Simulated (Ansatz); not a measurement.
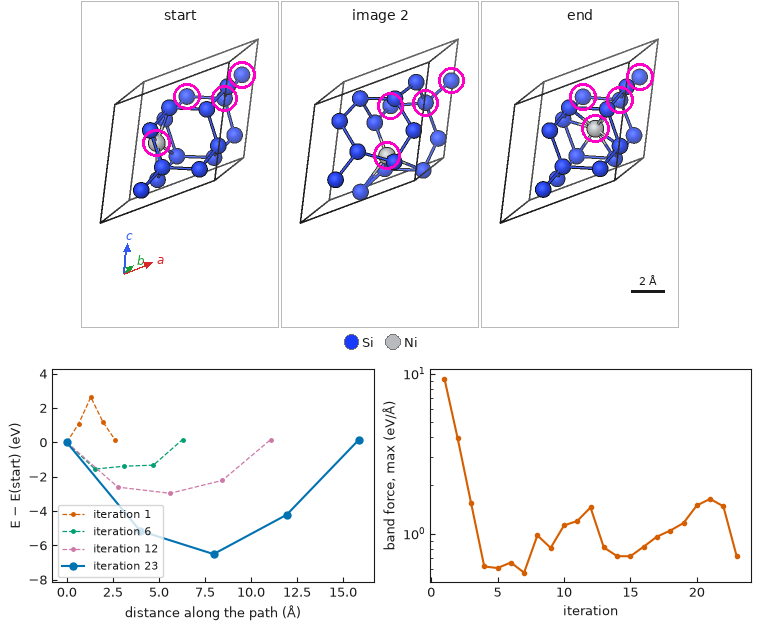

A search for the minimum-energy path of Si with an interstitial Ni (17 atoms in the cell) by the nudged elastic band. Images are numbered from 0 (start) to 4 (end). The plot follows the band through its iterations. The picture is a ball-and-stick view of the reduced simulation cell (origin moved), seen slightly off an axis. The atoms that move most are ringed. Lengths and directions refer to the drawn axes. Bonds to atoms that aren't drawn are left out.

Method: DFT r2SCAN, scalar-relativistic, plane waves, PAW (Ansatz 0.2.0). Run with plane-wave cutoff 500 eV; k-point mesh 1 × 1 × 1; Gaussian smearing 0.02 eV; spin collinear; 3 movable images; climbing image; force threshold 0.05 eV/Å; iteration limit 23.

**Did the band converge, and can the barrier be trusted?**

The result isn't final. The band hadn't converged when the run stopped after 23 iterations. The largest component of the band force went from 9.3 to 0.72 eV/Å. The largest force component is 1.63 eV/Å at the start and 0.93 eV/Å at the end; an end with forces this large is no minimum, and the barrier measured from it can be far off. A single k-point is too coarse for this cell, so the energies are unreliable. The first iteration put the highest image at 2.64 eV. Relative to the start the highest point is image 4 at +0.16 eV and the end lies at +0.16 eV, but the profile dips to −6.50 eV at image 2 on the way, so there may be an intermediate minimum, or an end is no minimum.

Limits of the set-up: the periodic images lie only 7.7 Å apart, so the values are limited by the cell's size.

The run took 21 min on 4 threads of Arm Neoverse V1, with other jobs on the host, peak memory 3.1 GiB.

PAW datasets: the set soft_1.
